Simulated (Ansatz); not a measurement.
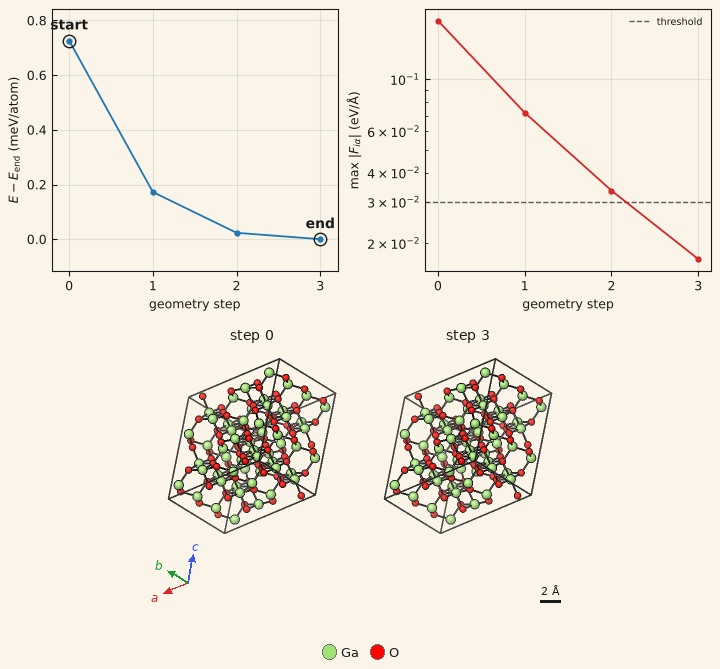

First and last geometry of a relaxation of a crystal of Ga48O72 (a generated structure, set up in C2/m), with the history of the run. The picture is a ball-and-stick view of the cell of the calculation, seen from a free direction.

All numbers below come from DFT, HSE06, PAW, plane waves (Ansatz 0.2.0). (plane-wave cutoff 420 eV; k-point mesh 1 × 1 × 1; no spin polarisation; atoms relaxed in a fixed cell; force threshold 0.03 eV/Å; at most 80 steps)

**Did the run converge, and what did it change?**

It converged. After 3 geometry steps the energy has fallen by 0.7 meV per atom. Largest force component: 0.18 eV/Å at the start, 0.017 eV/Å at the end. The largest moves, 0.037 Å, are those of O atoms. Largest moves by element: O 0.037 Å, Ga 0.006 Å. The cell stays as it was. Near-neighbour distances that change, for instance: Ga–O 2.077 → 2.083 Å, Ga–O 1.839 → 1.833 Å, Ga–O 2.016 → 2.010 Å, Ga–O 1.873 → 1.869 Å. The space group stays C2/m (No. 12).
